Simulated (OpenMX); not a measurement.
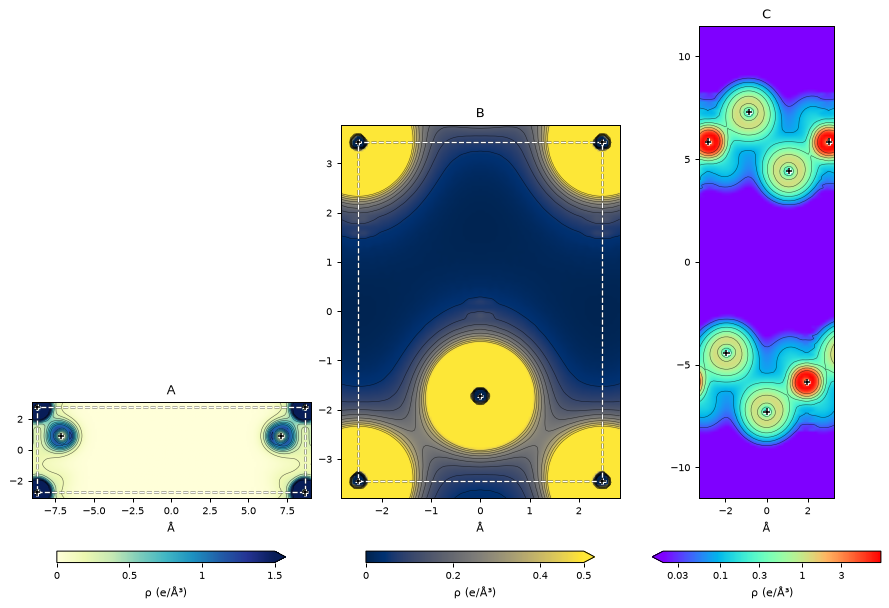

The valence pseudo-density of 3 systems, each on a plane through atoms (crosses mark nuclei in the plane).

Level of theory: Kohn-Sham DFT of a periodic cell, PBE, OpenMX 2013 PBE set in OpenMX 3.8.5.

System 1: TiS$_{2}$ (slab), the (11̄0) plane of the calculation cell, a cut from vacuum to vacuum. 

System 2: MoS$_{2}$, the (110) plane of the conventional cell. Space group P1; a structure from a database of computed crystals, not necessarily the ambient phase; changed on purpose from its base cell (atoms moved at random by about 0.05 A); not relaxed (largest force 1.0 eV/Å).

```
Mo S
1.0
     1.59206   -2.75753    0.00000
     1.59206    2.75753    0.00000
     0.00000    0.00000   17.33460
Mo S
1 2
Direct
  0.01674 0.00290 0.99953
  0.67031 0.33139 0.91056
  0.66656 0.32174 0.08953
```

System 3: Pb, the (010) plane of the conventional cell. Space group I4₁/amd; a structure from a database of computed crystals, not necessarily the ambient phase.

**Which map belongs to which system?**

Panel A is system 2, MoS$_{2}$: the plane holds Mo and S. Mo–S (2.42 Å): ρ is about 0.56 e/Å³ halfway. Panel B is system 3, Pb: the plane holds Pb. Pb–Pb (3.02 Å): ρ is about 0.26 e/Å³ halfway. Panel C is system 1, TiS$_{2}$: the plane holds S and Ti. Ti–S (2.43 Å): the density is about 0.44 e/Å³ at the midpoint.
